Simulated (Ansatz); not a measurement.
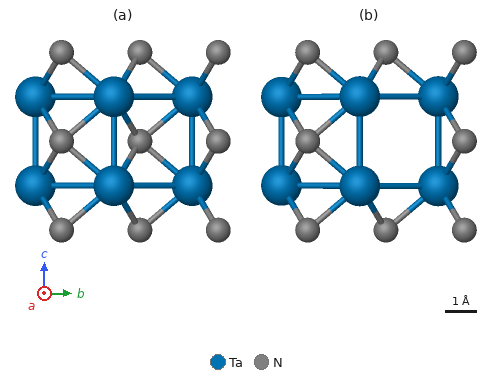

Left: perfect TaN. Right: the same region with one point defect, after relaxing the atoms in a supercell of 16 sites. The picture is a ball-and-stick view of the atoms within 4.6 Å of one point, in a slice 5.0 Å thick across the line of sight, seen along the a axis.

All numbers below come from DFT PBE, scalar-relativistic, plane waves, PAW (Ansatz 0.2.0). (plane-wave cutoff 420 eV; k-point mesh 5 × 5 × 5; occupations gaussian; smearing width 0.1 eV; no spin polarisation) The cell is small and the k-mesh coarse, so the numbers are rough. The axes drawn are those of the host's conventional cell.

**Which defect is it?**

A nitrogen atom is taken out (a vacancy).

The charge state of the cell is 0.

**How does the lattice respond?**

Around the empty N site the host had 6 Ta at 2.24 Å; after relaxation the nearest atoms are 6 Ta at 2.24 Å. Of the host's atoms, a tantalum atom moves furthest from its site, by 0.01 Å. Relaxing the atoms from the host's sites lowers the energy by 0.01 eV. At a tolerance of 0.02 Å the relaxed supercell has space group P-6m2.
